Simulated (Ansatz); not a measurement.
Cell and atoms:

```
Mn Sb
1.0
     5.59003    0.00000    0.00000
     0.00000    5.59003    0.00000
     0.00000    0.00000    5.59003
Mn Sb
4 4
Direct
  0.00000 0.00000 0.00000
  0.00000 0.50000 0.50000
  0.50000 0.00000 0.50000
  0.50000 0.50000 0.00000
  0.50000 0.00000 0.00000
  0.50000 0.50000 0.50000
  0.00000 0.00000 0.50000
  0.00000 0.50000 0.00000
```

> Before looking at a picture, describe the arrangement of atoms.

Formula: MnSb. Symmetry: Fm-3m (No. 225), face-centred cubic lattice. Its structure type: rock salt (NaCl type). The cell comprises 4 formula units: 4 Mn, 4 Sb. Mn is coordinated by six Sb in an octahedral arrangement at 2.80 Å. Sb sits among six Mn in an octahedral arrangement at 2.80 Å. The bonds build a three-dimensional framework.

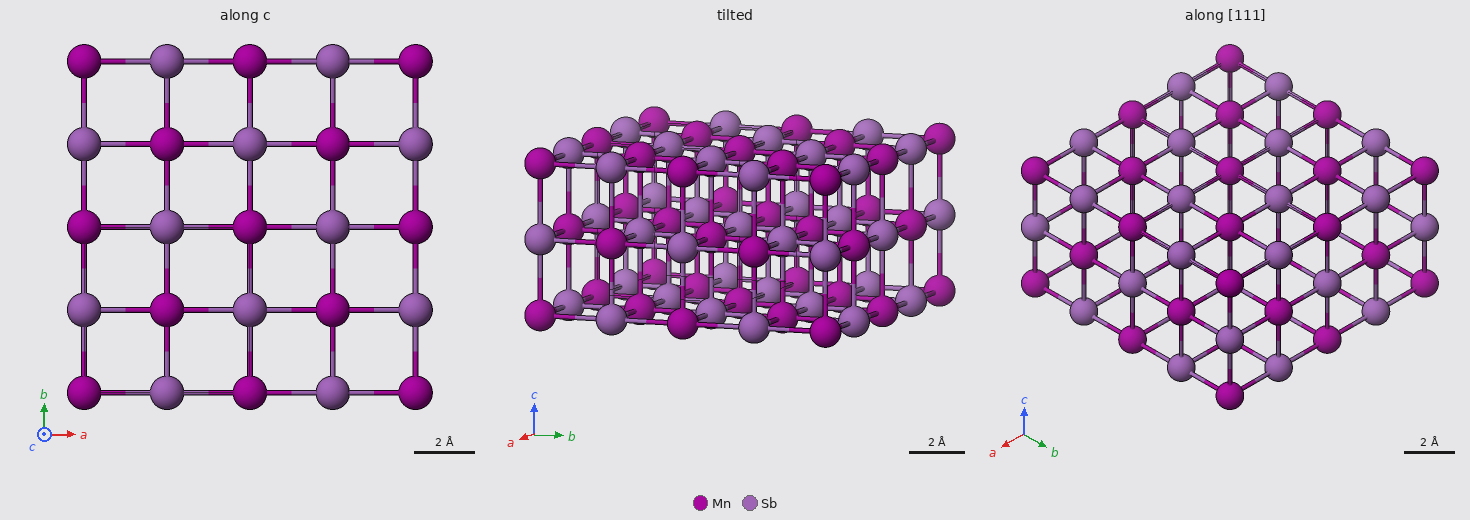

Shown here is a ball-and-stick view of the crystal, taken along the c axis, slightly off an axis and along [111]. A 2×2×1 array of cells is drawn; the conventional unit cell has the solid edges. Colours: manganese pink, antimony purple.

Its origin is a structure listed in the Materials Project. Earlier steps of the study may have refined or changed the cell and positions. Ansatz was used for an electronic-structure calculation on it.

At this level of theory the cell isn't at rest (stretched, at -4 GPa), so its distances can differ from those at equilibrium, the more so the softer the solid.
